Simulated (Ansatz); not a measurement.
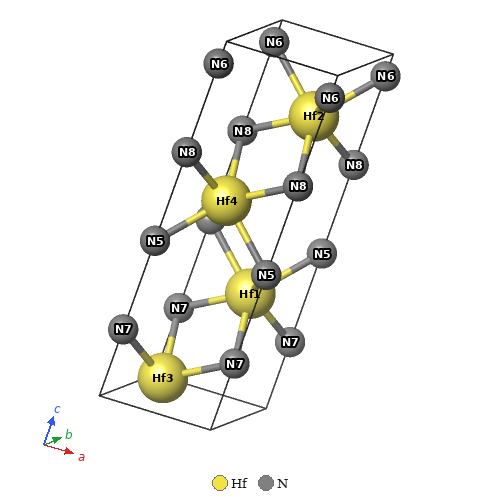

The system is HfN (P6_3/mmc, No. 194; 8 atoms in the cell); the picture shows the reference structure. Gamma surface: rigid slide across a plane, one fault a cell; the plane is (0 0 1) of the conventional cell, and the faces at the cut hold N and Hf. Places are given modulo a cell vector. The map is drawn in real space over the plane of the slide. Nothing is relaxed (rigid halves, spacing across the cut fixed). Grid: 12 × 12 points; 30 points were computed and 113 follow by symmetry. At 1 point there is no value (left out of the scan, as a rule where atoms come close). Energies are in mJ/m², from the lowest grid point. The cutoff or the k-mesh is coarse on purpose, so the values aren't converged. The calculation used DFT PBEsol, scalar-relativistic, plane waves, PAW (Ansatz). Settings: cutoff 280 eV, k-mesh 14×14×4 in the order of the run's cell vectors, gaussian smearing 0.15 eV, no spin polarisation.

Its coordinates:

```xyz
8
Lattice="-3.1273 0.0000 0.0000 -1.5637 -2.7084 0.0000 0.0000 0.0000 10.7699" Properties=species:S:1:pos:R:3 pbc="T T T"
Hf   -3.1273   -1.8056    3.3656
Hf   -3.1273   -1.8056    8.7506
Hf   -1.5637   -0.9028    0.6731
Hf   -1.5637   -0.9028    6.0581
N    -1.5637   -2.7084    4.7118
N    -1.5637   -2.7084   10.0968
N    -1.5637   -2.7084    2.0194
N    -1.5637   -2.7084    7.4043
```

The input of one point:

```yaml
crystal:
  lattice:
    - [-3.1273463818, 0.0, 0.0]
    - [-1.5636731909, -2.7083614131, 0.0]
    - [0.0, 0.0, 10.7699112705]
  atoms:
    - { symbol: Hf, position: [0.6666666667, 0.6666666667, 0.375] }
    - { symbol: Hf, position: [0.6666666667, 0.6666666667, 0.875] }
    - { symbol: Hf, position: [0.3333333333, 0.3333333333, 0.125] }
    - { symbol: Hf, position: [0.3333333333, 0.3333333333, 0.625] }
    - { symbol: "N", position: [0.0, 1.0, 0.5] }
    - { symbol: "N", position: [0.0, 1.0, 0.0] }
    - { symbol: "N", position: [0.0, 1.0, 0.25] }
    - { symbol: "N", position: [0.0, 1.0, 0.75] }
basis:
  ecutwfc: 280.0
kpoints:
  mp_grid: { grid: [14, 14, 4] }
hamiltonian:
  xc: pbesol
scf:
  occupations: { method: gaussian, width: 0.15 }
output:
  forces: true
  stress: true
  eigenvalues: true
```

Range: slide along a1 from 0.000 to 0.917; slide along a2 from 0.000 to 0.917.

> What will the energy surface look like?

The lowest grid point is at (0/12, 0/12) of the cell vectors. The highest grid point, (7/12, 8/12) of the cell vectors, lies 23609 mJ/m² above the lowest.

| slide along a2 ↓, slide along a1 → | 0/12 | 1/12 | 2/12 | 3/12 | 4/12 | 5/12 | 6/12 | 7/12 | 8/12 | 9/12 | 10/12 | 11/12 |
| --- | --- | --- | --- | --- | --- | --- | --- | --- | --- | --- | --- | --- |
| 11/12 | 386 | 386 | 1544 | 4000 | 7483 | 11123 | 13539 | 13539 | 11123 | 7483 | 4000 | 1544 |
| 10/12 | 1609 | 888 | 1609 | 4000 | 8015 | 13058 | 17602 | 19471 | 17602 | 13058 | 8015 | 4000 |
| 9/12 | 3647 | 1850 | 1850 | 3647 | 7483 | 13058 | 19279 | 23609 | 23609 | 19279 | 13058 | 7483 |
| 8/12 | 6103 | 3145 | 2258 | 3145 | 6103 | 11123 | 17602 | 23609 | – | 23609 | 17602 | 11123 |
| 7/12 | 8139 | 4370 | 2605 | 2605 | 4370 | 8139 | 13539 | 19471 | 23609 | 23609 | 19471 | 13539 |
| 6/12 | 8941 | 5122 | 2810 | 2106 | 2810 | 5122 | 8941 | 13539 | 17602 | 19279 | 17602 | 13539 |
| 5/12 | 8139 | 5122 | 2892 | 1838 | 1838 | 2892 | 5122 | 8139 | 11123 | 13058 | 13058 | 11123 |
| 4/12 | 6103 | 4370 | 2810 | 1838 | 1535 | 1838 | 2810 | 4370 | 6103 | 7483 | 8015 | 7483 |
| 3/12 | 3647 | 3145 | 2605 | 2106 | 1838 | 1838 | 2106 | 2605 | 3145 | 3647 | 4000 | 4000 |
| 2/12 | 1609 | 1850 | 2258 | 2605 | 2810 | 2892 | 2810 | 2605 | 2258 | 1850 | 1609 | 1544 |
| 1/12 | 386 | 888 | 1850 | 3145 | 4370 | 5122 | 5122 | 4370 | 3145 | 1850 | 888 | 386 |
| 0/12 | 0 | 386 | 1609 | 3647 | 6103 | 8139 | 8941 | 8139 | 6103 | 3647 | 1609 | 386 |

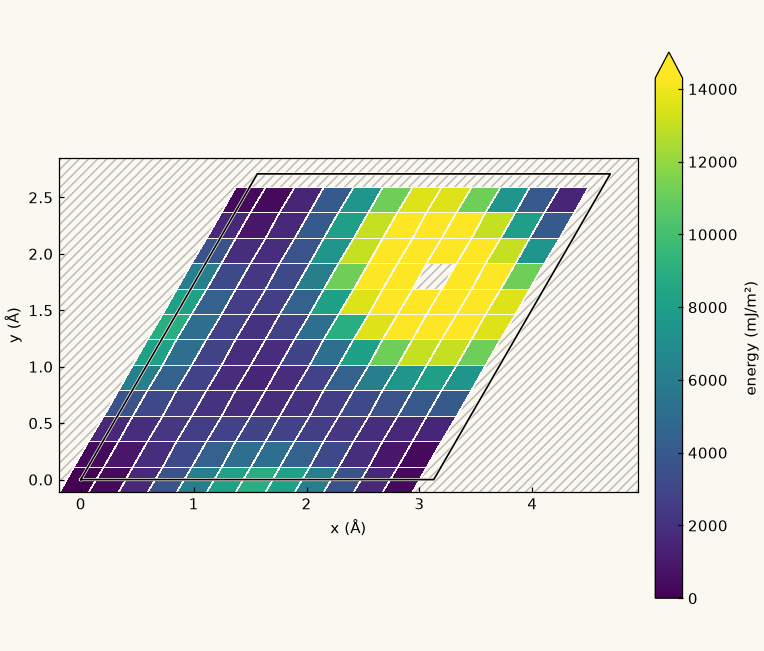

In the figure: one coloured cell a grid point, the outline of one cell of the plane, one colour for all values above the top of the scale, hatched blanks where no value was computed.

Each point was launched as `ansatz run input.yaml --threads 4 --pin off --max-ram 8192MiB --backend cpu --events-out ev --progress --plain --runs-dir out`. Time for the 30 points that were run: 18 min on 4 threads of Arm Neoverse V2, with other jobs on the host.
